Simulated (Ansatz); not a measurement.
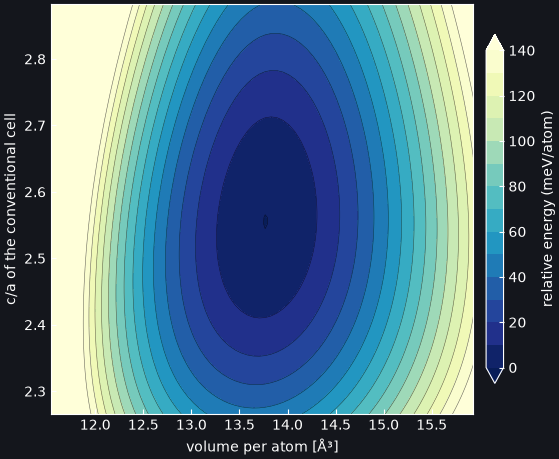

Energy landscape of SnO2 (I4_1/amd, No. 141; 6 atoms in the cell). The energy is mapped over volume and the cell's shape. The first coordinate is: volume per atom; the second: c/a of the conventional cell. Relaxed at each point: the atoms inside the fixed cell. Grid: 5 × 5 points. Points are written as (first, second). Energies are in meV/atom, from the lowest grid point. The band gap closes in part of the range. Level of theory: Ansatz, DFT PBEsol, scalar-relativistic, plane waves, PAW. Settings: cutoff 520 eV, k-mesh 10×10×10, gaussian smearing 0.05 eV, no spin polarisation.

Drawn: filled contours, one colour for all values above the top of the scale. Between grid points the surface is interpolated. 

Q: Summarise what can be read from the map.

A: The lowest grid point is at (13.74 Å³, 2.556). It is the only kind of minimum in the scanned range. The highest grid point, (11.54 Å³, 2.883), lies 332 meV/atom above the lowest. Round the minimum the two coordinates are weakly coupled (coupling −0.11 in units of the two stiffnesses).

The values on the grid:

```tsv
c/a of the conventional cell ↓, volume per atom →	11.54	12.64	13.74	14.84	15.93
2.883	332	108	40	71	162
2.715	276	69	11	45	137
2.556	235	49	0	36	125
2.406	213	50	11	47	131
2.265	213	74	43	79	157
```

Each point was launched as `ansatz run input.yaml --threads 2 --pin off --max-ram 4096MiB --backend cpu --events-out ev --progress --plain --runs-dir out`. The whole map (25 points run) took 31 min on 2 threads of Arm Neoverse N1, on a shared host.

PAW datasets: the set soft_1.
